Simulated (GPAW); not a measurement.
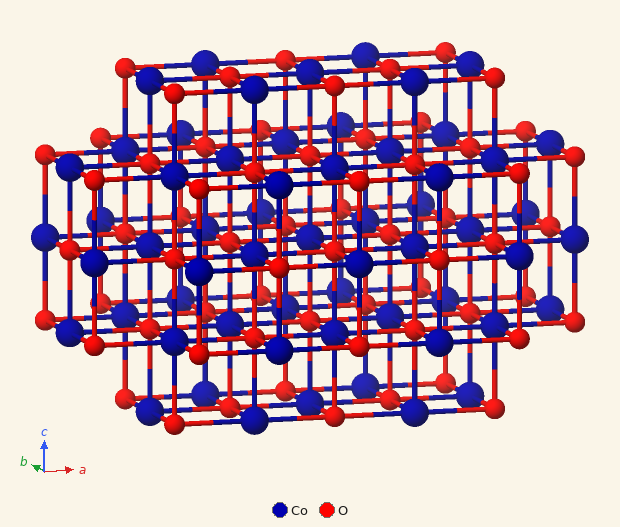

System CoO (space group Fm-3m, No. 225); source of the atomic positions: an entry of the Crystallography Open Database, as set up for an electronic-structure calculation.

Bonds are taken as Co–O below 2.4 Å; no other contact counts. Simplification: prune 0- and 1-connected atoms, fold 2-connected ones into links.

> What kind of net remains, and which atoms are its nodes?

A uninodal 6-connected, three-periodic net: Co and O are 6-connected nodes.

> Name the underlying net.

It is the pcu net, known from NaCl, ReO3 and the B-X framework of perovskite.

> Is the net interpenetrated?

It is a single net, without interpenetration.

> Give the first four terms of the coordination sequence (nodes one, two, three … edges away).

Co and O: 6, 18, 38, 66.

The simplified net, drawn on the atoms' positions. Nodes are coloured by element. Edges to nodes outside the piece are drawn as stubs.

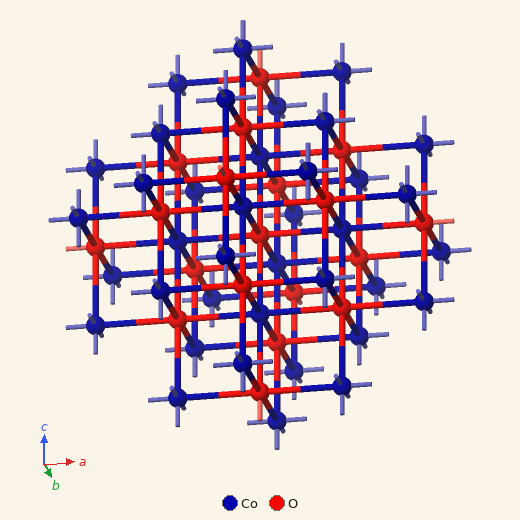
